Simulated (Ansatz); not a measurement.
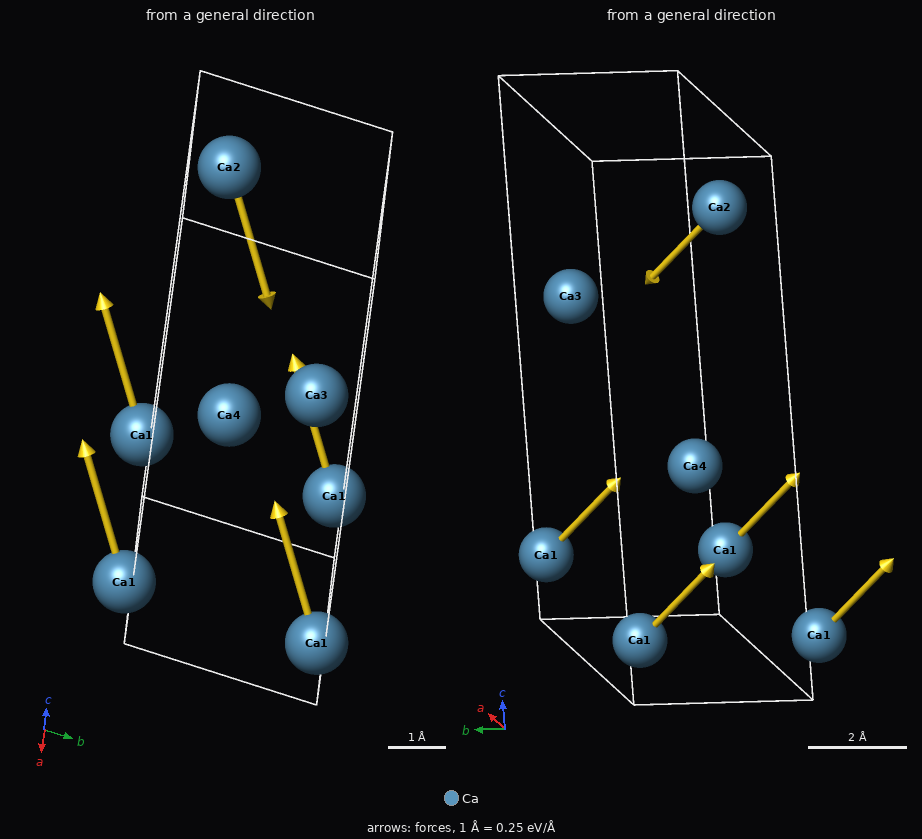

Spheres-only drawing of the structure, looking from two general directions. Thin lines show the simulation cell, with boundary atoms drawn in all their periodic places. The arrows are the computed forces on the atoms.

System: Ca. Computational set-up: Ansatz, DFT PBEsol, scalar-relativistic, plane waves, PAW, a basis cut at 420 eV, a 17×17×5 sampling of the Brillouin zone, Gaussian smearing of 0.15 eV, no spin polarisation.

> Has this structure been optimised to equilibrium?

No. The atoms still feel forces of up to about 0.55 eV/Å, far above a usual threshold of 0.01 to 0.03 eV/Å.

> Identify the atom with the maximum force.

Ca1 and Ca2, about 0.55 eV/Å.

Provenance: a structure listed in the Materials Project. The cell was then strained or its atoms displaced on purpose. It was the input of a calculation with Ansatz.
